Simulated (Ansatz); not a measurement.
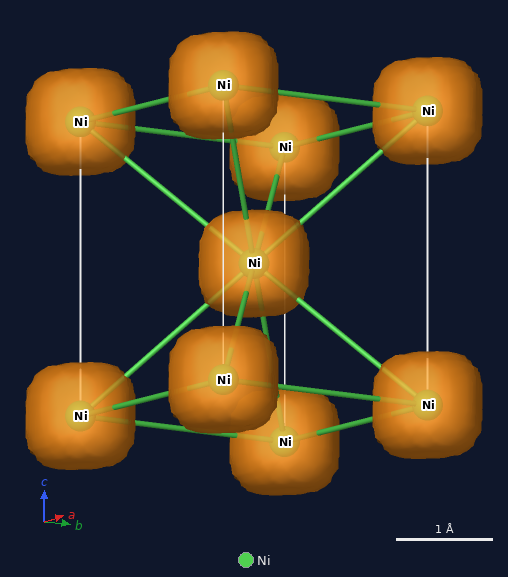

Figure 1: Ni. Isosurfaces of the spin density at +0.2 (orange) and −0.2 e/Å³ (purple), seen at an oblique angle. Sticks mark near contacts.

Space group I4/mmm; a structure from a database of computed crystals, not necessarily the ambient phase; spin-polarised.

Computed with DFT r2SCAN, scalar-relativistic, plane waves, PAW (Ansatz 0.2.0).

In a PAW calculation such maps are meaningful between the atoms, not at the nuclei.

```cif
data_structure
_symmetry_space_group_name_H-M 'P 1'
_symmetry_Int_Tables_number 1
_cell_length_a 2.6043
_cell_length_b 2.6043
_cell_length_c 3.1251
_cell_angle_alpha 90.000
_cell_angle_beta 90.000
_cell_angle_gamma 90.000
_cell_volume 21.19
loop_
_atom_site_label
_atom_site_type_symbol
_atom_site_fract_x
_atom_site_fract_y
_atom_site_fract_z
_atom_site_occupancy
Ni1 Ni 0.00000 0.00000 0.00000 1
Ni2 Ni 0.50000 0.50000 0.50000 1
```

Where is the spin, and how is it ordered?

The spin density sits on Ni: +0.8 μB (×2) in one cell of 2 atoms: parallel moments, as they must be, since the calculation's own cell holds one magnetic site. The cell of the calculation (1 atoms) carries 0.7 μB of net spin moment. Only one sign reaches the isovalue.
